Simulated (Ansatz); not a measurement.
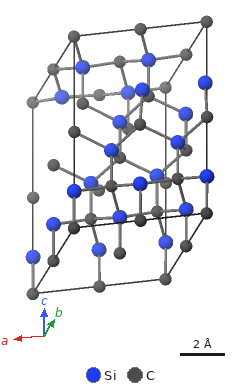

Starting structure of a defect cell of composition Si$_{16}$C$_{15}$ (cell charge +3). Style: ball-and-stick. Shown: the cell of the calculation, from a free direction.

Case: C vacancy (site b), charge +3, atoms relaxed at the host's cell.

Theory: DFT PBE, scalar-relativistic, plane waves, PAW in Ansatz.

Settings: plane-wave cutoff 420 eV; k-point mesh 2 × 2 × 2; occupations gaussian; smearing width 0.01 eV; collinear spin; atoms relaxed in a fixed cell; force threshold 0.025 eV/Å; at most 45 steps.

```
Si C
1.0
    -3.09412    5.35917    0.00000
    -3.09412   -5.35917    0.00000
     0.00000    0.00000   10.12934
Si C
16 15
Direct
  0.83333 0.16667 0.95613
  0.33471 0.16943 0.93922
  0.83057 0.66529 0.93922
  0.33471 0.66529 0.93922
  0.16883 0.33441 0.43615
  0.66559 0.33441 0.43615
  0.16667 0.83333 0.43838
  0.66559 0.83117 0.43615
  0.00876 0.51751 0.68301
  0.50000 0.50000 0.68452
  0.00876 0.99124 0.68301
  0.48249 0.99124 0.68301
  0.99909 0.49819 0.19035
  0.50000 0.50000 0.18832
  0.99909 0.00091 0.19035
  0.50181 0.00091 0.19035
  0.33475 0.16951 0.75070
  0.83049 0.66525 0.75070
  0.33475 0.66525 0.75070
  0.16692 0.33346 0.24929
  0.66654 0.33346 0.24929
  0.16667 0.83333 0.24910
  0.66654 0.83308 0.24929
  0.99829 0.00171 0.50010
  0.50342 0.00171 0.50010
  0.99829 0.49658 0.50010
  0.50000 0.50000 0.49953
  0.00073 0.99927 0.99851
  0.49853 0.99927 0.99851
  0.00073 0.50147 0.99851
  0.50000 0.50000 0.00020
```

Question: Predict the outcome.

Answer: The atom that moves furthest is Si1 (0.037 Å along −c). Largest moves by element: Si 0.037 Å, C 0.013 Å. The lattice vectors keep their values. Some distances before and after: Si13–C30 1.943 → 1.916 Å, Si14–C31 1.906 → 1.879 Å, Si13–C20 1.880 → 1.893 Å, Si2–C17 1.910 → 1.897 Å. After 3 geometry steps the energy has fallen by 65.7 meV per cell of the calculation. The largest force component goes from 0.69 to 0.025 eV/Å. The program noted that the starting moments weren't kept.

Limits of the set-up: the k-point mesh is coarse for a cell with partly filled bands; the periodic images lie only 6.2 Å apart, so the values are limited by the cell's size; the cell is charged, on a uniform background, and energies carry no finite-size correction.
